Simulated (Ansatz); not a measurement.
## Geometry relaxation, with input and output: C

System: C (Fd-3m, 2 atoms in the cell).
Method: DFT LDA, scalar-relativistic, plane waves, PAW, no spin polarisation (Ansatz 0.2.0).

The structure derives from an entry of the Crystallography Open Database. Figures and captions count atoms from 1; the log counts them from 0 in places.

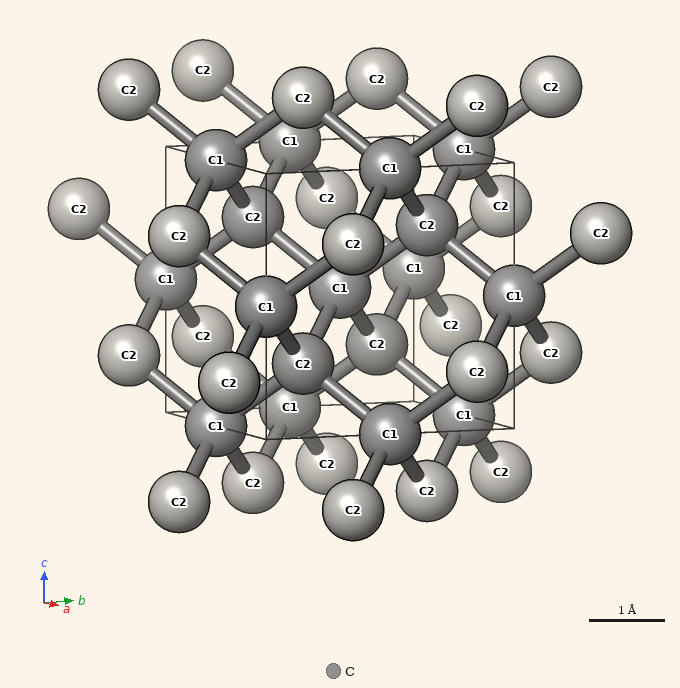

*The structure as given in the input (ball-and-stick view of the cell 4 times as large as that of the calculation, set on its symmetry axes, seen slightly off an axis; neighbours outside the cell are drawn fainter; atoms are numbered from 1 in the order of the input). An atom can appear more than once, as a periodic image.*

Near neighbours in the periodic cell (some may lie outside the picture): C has 4 C at 1.54 Å.

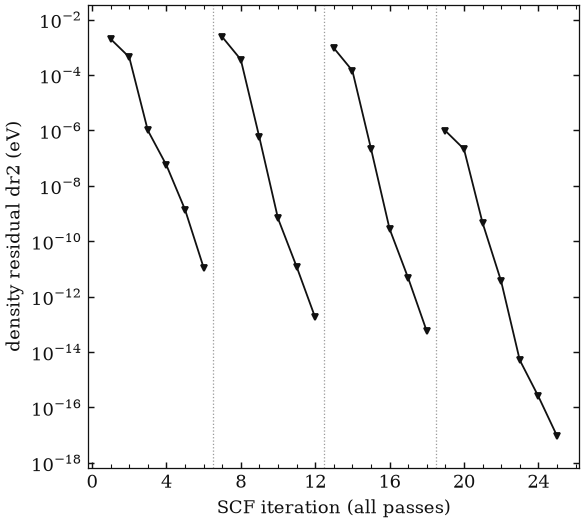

*Convergence of the self-consistent field: density residual dr2 against the SCF iteration. The dotted lines part the SCF passes of the relaxation: geometry steps, rejected trials and re-solves on a re-selected basis.*

The passes take 6, 6, 6 and 7 iterations.

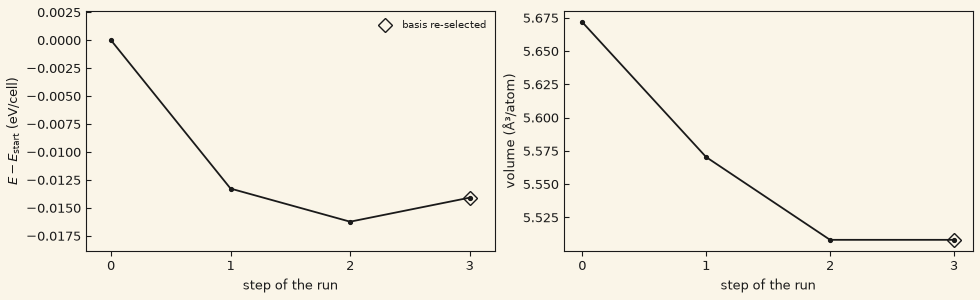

*Progress of the relaxation, step by step (the first geometry is step 0 here and step 1 in the log).*

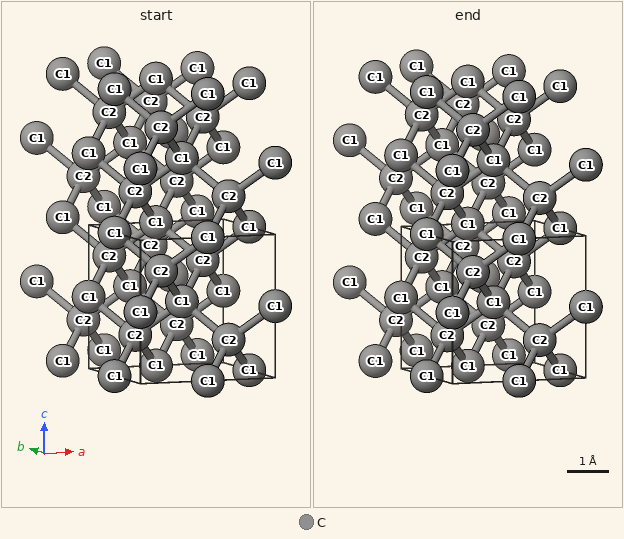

*Before (left) and after (right) the relaxation, at one scale (ball-and-stick view of the cell 4 times as large as that of the calculation, set on its symmetry axes, repeated 1 × 2 × 2, seen slightly off an axis).*

After 2 geometry steps the energy has fallen by 16.2 meV per cell of the calculation. All forces vanish by symmetry, so only the cell relaxes. The pressure goes from −13.11 to −0.13 GPa. The atoms keep their places relative to the cell (all moves are under 0.005 Å). The volume changes by −2.9 %, with a = b = c 3.567 → 3.532 Å (−1.0 %). Among the contacts that change: C1–C2 1.544 → 1.529 Å. The space group stays Fd-3m (No. 227). A last SCF at the same geometry on a re-selected plane-wave basis shifts the energy by +2.1 meV per cell of the calculation. (Atoms are counted from 1 in the order of the input.)

These pictures come from the run below.

**Input**
```yaml
crystal:
  lattice:
    - [0.0, 1.78337, 1.78337]
    - [1.78337, 0.0, 1.78337]
    - [1.78337, 1.78337, 0.0]
  atoms:
    - { symbol: C, position: [0.5, 0.5, 0.5] }
    - { symbol: C, position: [0.75, 0.75, 0.75] }
basis:
  ecutwfc: 420
kpoints:
  mp_grid: { grid: [10, 10, 10] }
hamiltonian:
  xc: lda
scf:
  occupations: { method: gaussian, width: 0.1 }
output:
  forces: true
  stress: true
  eigenvalues: true
relax:
  adjacent_minimum: "off"
  f_tol: 0.05
  max_steps: 80
  cell: { stress_tol: 0.5 }
```

Command:
```bash
ansatz run input.yaml --threads 8 --pin off --max-ram 28672MiB --backend cpu --events-out ev --progress --plain --runs-dir out
```

**Output**
```
Engine: ansatz 0.2.0, x86_64-unknown-linux-gnu
Pseudopotentials: kind: paw
Pseudopotential: C, paw, valence charge 4, recommended cutoff 420 eV (normal), C.paw.azcp
Functional definition: SPW92
  exchange = slater_x
  correlation = pw_c
Crystal: 2 atoms, lattice volume = 11.344 Å³
Basis set: ecut = 420 eV, 229 PW (Γ)
Bands: 8, of which v1, the nominal top of the filled ones, is band 4 counted from 1 (3 counted from 0)
Symmetry: 48 space group operations
Space group: Fd-3m (ITA 227), of the structure as read, at distance tolerance 2.2e-5 Å
k-points: 47 of 1000
Non-local potential: C, projectors of the file, l = 0: 2, l = 1: 2, l = 2: 1
PAW form: soft (Blöchl's): semilocal exchange-correlation on the pseudo side does not see the compensation charge
PAW frozen core: C, regenerated for the run's functional, and the local potential with it (the file was generated under x = pbe(κ = 0.804, μ = 0.2195149727645171), c = pbe(β = 0.06672455060314922))
PAW one-centre angular grid: C, 110 points (default); XC on 64 Gauss nodes
Initial density: superposition of atomic densities (neutral atoms: chi_scale 0, normalization atom), corrected by the library's trained network
Initial wavefunctions: pseudopotential atomic-orbital guess
Functional: x = slater, c = lda
SCF iter   1: F=—  HF=-485.971785 eV  |F-HF|=—  |Δ(HF+E_count)|=         —  Δρ=7.12e-3  dr2=1.99e-3  ethr=1.77e-3  ⟨swp⟩=4.6  Hψ=2421  notcnv=0
preconditioner: auto → none  [insulator: Δε(μ)=4.136 eV  Ē_g=19.480 eV  σ=0.100 eV  W_gap=1.00  n_scr=0 (ndim 8)  ℏωp=31.2 eV  f_vac=0.000  D(μ)=0.00/eV (n_scr^D=0)  ε∞_Penn≈3.6]
SCF iter   2: F=—  HF=-485.971313 eV  |F-HF|=—  |Δ(HF+E_count)|=   4.72e-4  Δρ=3.35e-3  dr2=4.42e-4  ethr=2.49e-5  ⟨swp⟩=1.0  Hψ=755  notcnv=0
SCF iter   3: F=—  HF=-485.971192 eV  |F-HF|=—  |Δ(HF+E_count)|=   1.21e-4  Δρ=9.90e-5  dr2=1.00e-6  ethr=5.52e-6  ⟨swp⟩=1.0  Hψ=376  notcnv=0
SCF iter   4: F=—  HF=-485.971191 eV  |F-HF|=—  |Δ(HF+E_count)|=   9.71e-7  Δρ=2.82e-5  dr2=5.56e-8  ethr=1.26e-8  ⟨swp⟩=2.6  Hψ=552  notcnv=0
iter 5 did not close the SCF: its close was put off for the readings that it lacked (scf_convergence_deferred on its scf_iter line)
SCF iter   5: F=-485.971191 eV  HF=-485.971191 eV  |F-HF|=8.77e-10  |Δ(HF+E_count)|=   1.24e-8  Δρ=3.93e-6  dr2=1.39e-9  ethr=6.94e-10  ⟨swp⟩=2.3  Hψ=550  notcnv=0
SCF iter   6: F=-485.971191 eV  HF=-485.971191 eV  |F-HF|=2.61e-12  |Δ(HF+E_count)|=  6.26e-10  Δρ=6.27e-7  dr2=1.12e-11  ethr=1.73e-11  ⟨swp⟩=1.1  Hψ=1137  notcnv=0
SCF 1 converged in 6 iterations: F = -485.971191 eV  dr2 = 1.12e-11
  greatest PAW one-centre occupation: 0.636 electrons in one spin orbital (limit 2), on the C atom at site 1 (counted from 0), in its partial waves of l = 0
relax step   1: F+E_penalty+E_count = -485.97119109 eV  Δ(F+E_penalty+E_count) = +0.000e0 eV  max|allowed force component| = 1.850e-17 eV/Å  Δτ_max = 0.0000 Å  P = -13.113 GPa  Ω = 11.344 Å³  (6 SCF iters, dr2 threshold 1.00e-7 eV, accepted)
Crystal: 2 atoms, lattice volume = 11.141 Å³
Initial density: handed on by an earlier stage of this run
Initial wavefunctions: those handed on with the density
iter 1 solved again at ethr=3.02e-5 eV; its pass at ethr=3.10e-3 eV (dr2=2.41e-3 eV) is discarded
SCF iter   1: F=—  HF=-485.985498 eV  |F-HF|=—  |Δ(HF+E_count)|=         —  Δρ=5.01e-3  dr2=2.37e-3  ethr=3.02e-5  ⟨swp⟩=1.0  Hψ=2768  notcnv=0
preconditioner: auto → none  [insulator: Δε(μ)=4.216 eV  Ē_g=19.753 eV  σ=0.100 eV  W_gap=1.00  n_scr=0 (ndim 8)  ℏωp=31.5 eV  f_vac=0.000  D(μ)=0.00/eV (n_scr^D=0)  ε∞_Penn≈3.5]
SCF iter   2: F=—  HF=-485.984600 eV  |F-HF|=—  |Δ(HF+E_count)|=   8.98e-4  Δρ=1.91e-3  dr2=3.60e-4  ethr=2.96e-5  ⟨swp⟩=2.0  Hψ=544  notcnv=0
SCF iter   3: F=—  HF=-485.984455 eV  |F-HF|=—  |Δ(HF+E_count)|=   1.44e-4  Δρ=1.19e-4  dr2=5.53e-7  ethr=4.50e-6  ⟨swp⟩=2.8  Hψ=565  notcnv=0
SCF iter   4: F=—  HF=-485.984456 eV  |F-HF|=—  |Δ(HF+E_count)|=   6.14e-7  Δρ=3.83e-6  dr2=6.66e-10  ethr=6.92e-9  ⟨swp⟩=1.9  Hψ=484  notcnv=0
iter 5 did not close the SCF: its close was put off for the readings that it lacked (scf_convergence_deferred on its scf_iter line)
SCF iter   5: F=-485.984456 eV  HF=-485.984456 eV  |F-HF|=3.24e-12  |Δ(HF+E_count)|=  8.50e-10  Δρ=6.47e-7  dr2=1.21e-11  ethr=8.33e-12  ⟨swp⟩=2.4  Hψ=547  notcnv=0
SCF iter   6: F=-485.984456 eV  HF=-485.984456 eV  |F-HF|=1.14e-13  |Δ(HF+E_count)|=  2.96e-12  Δρ=6.75e-8  dr2=1.76e-13  ethr=1.00e-12  ⟨swp⟩=1.0  Hψ=951  notcnv=0
SCF 2 converged in 6 iterations: F = -485.984456 eV  dr2 = 1.76e-13
  greatest PAW one-centre occupation: 0.639 electrons in one spin orbital (limit 2), on the C atom at site 1 (counted from 0), in its partial waves of l = 0
relax step   2: F+E_penalty+E_count = -485.98445577 eV  Δ(F+E_penalty+E_count) = -1.326e-2 eV  max|allowed force component| = 7.401e-17 eV/Å  Δτ_max = 0.0000 Å  P = -5.076 GPa  Ω = 11.141 Å³  energy of the carried Pulay correction = +1.679e-3 eV  (6 SCF iters, dr2 threshold 2.00e-7 eV, accepted)
Crystal: 2 atoms, lattice volume = 11.016 Å³
Basis set: ecut = 420 eV, 181 PW (Γ)
iter 1 solved again at ethr=1.20e-5 eV; its pass at ethr=3.10e-3 eV (dr2=9.57e-4 eV) is discarded
SCF iter   1: F=—  HF=-485.987828 eV  |F-HF|=—  |Δ(HF+E_count)|=         —  Δρ=3.18e-3  dr2=9.40e-4  ethr=1.20e-5  ⟨swp⟩=1.0  Hψ=2720  notcnv=0
preconditioner: auto → none  [insulator: Δε(μ)=4.231 eV  Ē_g=19.920 eV  σ=0.100 eV  W_gap=1.00  n_scr=0 (ndim 8)  ℏωp=31.6 eV  f_vac=0.000  D(μ)=0.00/eV (n_scr^D=0)  ε∞_Penn≈3.5]
SCF iter   2: F=—  HF=-485.987472 eV  |F-HF|=—  |Δ(HF+E_count)|=   3.56e-4  Δρ=1.21e-3  dr2=1.43e-4  ethr=1.18e-5  ⟨swp⟩=2.0  Hψ=544  notcnv=0
SCF iter   3: F=—  HF=-485.987416 eV  |F-HF|=—  |Δ(HF+E_count)|=   5.62e-5  Δρ=7.57e-5  dr2=2.20e-7  ethr=1.78e-6  ⟨swp⟩=2.9  Hψ=569  notcnv=0
iter 4 did not close the SCF: its close was put off for the readings that it lacked (scf_convergence_deferred on its scf_iter line)
SCF iter   4: F=-485.987416 eV  HF=-485.987416 eV  |F-HF|=6.93e-11  |Δ(HF+E_count)|=   1.64e-7  Δρ=2.41e-6  dr2=2.79e-10  ethr=2.75e-9  ⟨swp⟩=1.9  Hψ=486  notcnv=0
iter 5 did not close the SCF: its close was put off for the readings that it lacked (scf_convergence_deferred on its scf_iter line)
SCF iter   5: F=-485.987416 eV  HF=-485.987416 eV  |F-HF|=1.19e-12  |Δ(HF+E_count)|=  1.96e-10  Δρ=4.08e-7  dr2=4.68e-12  ethr=3.48e-12  ⟨swp⟩=2.5  Hψ=556  notcnv=0
SCF iter   6: F=-485.987416 eV  HF=-485.987416 eV  |F-HF|=5.68e-14  |Δ(HF+E_count)|=  9.66e-13  Δρ=3.95e-8  dr2=5.63e-14  ethr=1.00e-12  ⟨swp⟩=1.0  Hψ=940  notcnv=0
SCF 3 converged in 6 iterations: F = -485.987416 eV  dr2 = 5.63e-14
  greatest PAW one-centre occupation: 0.641 electrons in one spin orbital (limit 2), on the C atom at site 1 (counted from 0), in its partial waves of l = 0
relax step   3: F+E_penalty+E_count = -485.98741586 eV  Δ(F+E_penalty+E_count) = -2.960e-3 eV  max|allowed force component| = 1.712e-16 eV/Å  Δτ_max = 0.0000 Å  P = +0.188 GPa  Ω = 11.016 Å³  energy of the carried Pulay correction = +2.725e-3 eV  (6 SCF iters, dr2 threshold 2.00e-7 eV, accepted)
Initial wavefunctions: pseudopotential atomic-orbital guess (no wavefunctions were taken with the density)
iter 1 solved again at ethr=3.50e-8 eV; its pass at ethr=3.10e-3 eV (dr2=2.80e-6 eV) is discarded
SCF iter   1: F=—  HF=-485.985268 eV  |F-HF|=—  |Δ(HF+E_count)|=         —  Δρ=2.49e-4  dr2=9.67e-7  ethr=3.50e-8  ⟨swp⟩=3.0  Hψ=3548  notcnv=0
preconditioner: auto → none  [insulator: Δε(μ)=4.206 eV  Ē_g=19.920 eV  σ=0.100 eV  W_gap=1.00  n_scr=0 (ndim 8)  ℏωp=31.6 eV  f_vac=0.000  D(μ)=0.00/eV (n_scr^D=0)  ε∞_Penn≈3.5]
SCF iter   2: F=—  HF=-485.985268 eV  |F-HF|=—  |Δ(HF+E_count)|=   3.05e-8  Δρ=1.22e-4  dr2=2.12e-7  ethr=1.21e-8  ⟨swp⟩=1.0  Hψ=376  notcnv=0
iter 3 did not close the SCF: its close was put off for the readings that it lacked (scf_convergence_deferred on its scf_iter line)
SCF iter   3: F=-485.985268 eV  HF=-485.985268 eV  |F-HF|=4.10e-10  |Δ(HF+E_count)|=   1.06e-7  Δρ=5.72e-6  dr2=4.61e-10  ethr=2.65e-9  ⟨swp⟩=1.9  Hψ=521  notcnv=0
iter 4 did not close the SCF: its close was put off for the readings that it lacked (scf_convergence_deferred on its scf_iter line)
SCF iter   4: F=-485.985268 eV  HF=-485.985268 eV  |F-HF|=9.09e-13  |Δ(HF+E_count)|=  3.66e-10  Δρ=3.89e-7  dr2=3.57e-12  ethr=5.76e-12  ⟨swp⟩=1.5  Hψ=411  notcnv=0
iter 5 did not close the SCF: its close was put off for the readings that it lacked (scf_convergence_deferred on its scf_iter line)
SCF iter   5: F=-485.985268 eV  HF=-485.985268 eV  |F-HF|=1.14e-13  |Δ(HF+E_count)|=  7.96e-13  Δρ=1.32e-8  dr2=5.10e-15  ethr=1.00e-12  ⟨swp⟩=1.0  Hψ=376  notcnv=0
iter 6 did not close the SCF: its close was put off for the readings that it lacked (scf_convergence_deferred on its scf_iter line)
SCF iter   6: F=-485.985268 eV  HF=-485.985268 eV  |F-HF|=5.68e-14  |Δ(HF+E_count)|=  1.14e-13  Δρ=1.73e-9  dr2=2.51e-16  ethr=1.00e-12  ⟨swp⟩=1.0  Hψ=376  notcnv=0
SCF iter   7: F=-485.985268 eV  HF=-485.985268 eV  |F-HF|=1.14e-13  |Δ(HF+E_count)|=  1.14e-13  Δρ=3.43e-10  dr2=9.47e-18  ethr=1.00e-12  ⟨swp⟩=1.0  Hψ=940  notcnv=0
SCF 4 converged in 7 iterations: F = -485.985268 eV  dr2 = 9.47e-18
relax step   4: F+E_penalty+E_count = -485.98526827 eV  Δ(F+E_penalty+E_count) = +2.148e-3 eV  max|allowed force component| = 9.483e-17 eV/Å  Δτ_max = 0.0000 Å  P = -0.132 GPa  Ω = 11.016 Å³  stress off target by 1.32e-1 GPa  SCF on the basis re-selected at this cell (its energy is not comparable with the rows above)  (7 SCF iters)
basis re-selected at this cell: Δ(F+E_penalty+E_count) = +2.148e-3 eV, ΔP = -0.321 GPa vs the last step (what re-selecting the basis moved, of the pressure what is left beyond the Pulay correction that the steps carried, after the strain that the cell walked since its last selection, with what the two solves' SCF thresholds leave and, on support functions, any second-order correction that the steps lacked; it is no measure of the basis error at this ecutwfc). This SCF's stress stands 1.32e-1 GPa from its target on what of the cell is left free (relax.cell.stress_tol is 5.00e-1 GPa) and its largest allowed force component is 9.48e-17 eV/Å (relax.f_tol is 5.00e-2 eV/Å): within both
SCF converged after 7 iterations
Free energy (F): -485.985268 eV
Harris-Foulkes:  -485.985268 eV  (|F-HF|=1.14e-13)
Internal energy: -485.985268 eV  (E = F + TS)
E sigma→0 (E₀):  -485.985268 eV
Fermi energy:    15.699569 eV
--- Per-component energies (eV) ---
  E_band       = 36.032731
  E_kinetic    = 186.481651
  E_local      = -122.243525  (includes V_loc(G=0)·N_el)
  E_nonlocal   = 55.773888
  E_hartree    = 26.163733
  E_xc         = -97.205463
  E_vxc        = -121.025089  (∫ρ·V_xc dr)
  E_paw        = -183.707263  (= ΣΔE_a)
  E_vpaw       = -15.281676  (= ΣTr[D̂ρ^β])
  E_aug_tail   = 0.000017  (compensation charges beyond the density's cutoff)
  E_ewald      = -351.373970
  E_core_change = 0.125665  (= ΣΔE_core)
  E_smearing   = -0.000000  (= −TS)
  E_closure    = 0.000000  (closes the sum)
  Σ components = -485.985268   (vs F -485.985268, Δ=0.00e0)
--- Forces (eV/Å), atoms counted from 1 ---
  atom   1  C     -0.00000000    -0.00000000    -0.00000000
  atom   2  C      0.00000000     0.00000000     0.00000000
  max |Σ_I F_I| component: 1.25e-16 eV/Å
--- Stress (GPa, compression-positive) ---
       -0.132486      -0.000000      -0.000000
       -0.000000      -0.132486      -0.000000
        0.000000      -0.000000      -0.132486
  P = ⅓ Tr σ = -0.1325 GPa (-1.325 kbar)
--- Band table (eV; the first three rows and the last of 47) ---
  k-point 0: bands = ["-8.1275", "13.5974", "13.5974", "13.5974", "19.2200", "19.2200", "19.2200", "27.7634"]
  k-point 1: bands = ["-7.8457", "11.8945", "13.1322", "13.1322", "19.8188", "19.8188", "20.2133", "27.9210"]
  k-point 2: bands = ["-7.0045", "8.6494", "12.2319", "12.2319", "20.9707", "20.9707", "21.5587", "28.3523"]
  k-point 46: bands = ["1.5313", "1.5313", "5.1925", "5.1925", "23.0154", "23.0154", "27.3738", "27.3738"]
--- Relaxed structure (3 steps of the walk, 3 accepted, 1 SCFs on fresh bases) ---
  F+E_penalty+E_count = -485.98526827 eV   max|allowed force component| = 9.483e-17 eV/Å   (the final SCF, on the basis selected at the relaxed cell)
  cell:  # Å, volume = 11.0164 Å³
    - [4.0762976263164716e-34, 1.7660495912057945, 1.7660495912057945]
    - [1.7660495912057945, -1.7833802115134564e-34, 1.7660495912057945]
    - [1.7660495912057945, 1.7660495912057945, 1.7833802115134564e-34]
  atoms:
    - { symbol: C, position: [0.5, 0.5, 0.5] }
    - { symbol: C, position: [0.7500000000000001, 0.7500000000000001, 0.7500000000000001] }
```

**Trajectory as extended XYZ (Å, eV, eV/Å), 4 frames, from step=1 to step=4**
```
2
Lattice="0.0000 1.7834 1.7834 1.7834 0.0000 1.7834 1.7834 1.7834 0.0000" Properties=species:S:1:pos:R:3:forces:R:3 step=1 energy=-485.97119 pressure_GPa=-13.11
C     1.7834    1.7834    1.7834    0.0000   0.0000   0.0000
C     2.6751    2.6751    2.6751    0.0000   0.0000   0.0000
2
Lattice="0.0000 1.7727 1.7727 1.7727 0.0000 1.7727 1.7727 1.7727 0.0000" Properties=species:S:1:pos:R:3:forces:R:3 step=2 energy=-485.98446 pressure_GPa=-5.08
C     1.7727    1.7727    1.7727    0.0000   0.0000   0.0000
C     2.6590    2.6590    2.6590    0.0000   0.0000   0.0000
2
Lattice="0.0000 1.7660 1.7660 1.7660 0.0000 1.7660 1.7660 1.7660 0.0000" Properties=species:S:1:pos:R:3:forces:R:3 step=3 energy=-485.98742 pressure_GPa=0.19
C     1.7660    1.7660    1.7660    0.0000   0.0000   0.0000
C     2.6491    2.6491    2.6491    0.0000   0.0000   0.0000
2
Lattice="0.0000 1.7660 1.7660 1.7660 0.0000 1.7660 1.7660 1.7660 0.0000" Properties=species:S:1:pos:R:3:forces:R:3 step=4 energy=-485.98527 pressure_GPa=-0.13
C     1.7660    1.7660    1.7660    0.0000   0.0000   0.0000
C     2.6491    2.6491    2.6491    0.0000   0.0000   0.0000
```

**Key numbers**

| quantity | value |
| --- | --- |
| outcome | converged |
| space group (tolerance 0.01 Å) | Fd-3m (227) |
| electrons treated | 8 |
| free energy | −485.9853 eV |
| Fermi energy | 15.700 eV |
| gap on the k-point mesh | 4.21 eV |
| pressure | −0.13 GPa |
| final volume | 11.02 Å³ |
| largest force (length of the vector) at the end | under 0.001 eV/Å |
| final cell | a = 2.498 Å, b = 2.498 Å, c = 2.498 Å, α = 60.00°, β = 60.00°, γ = 60.00° |
| hardware | 8 threads of Intel Xeon @ 2.50GHz (Skylake/Cascade Lake), 32 GiB of memory available, shared host |
| wall time | 0.75 s (CPU time 3.1 s) |
| peak memory | 0.29 GiB |
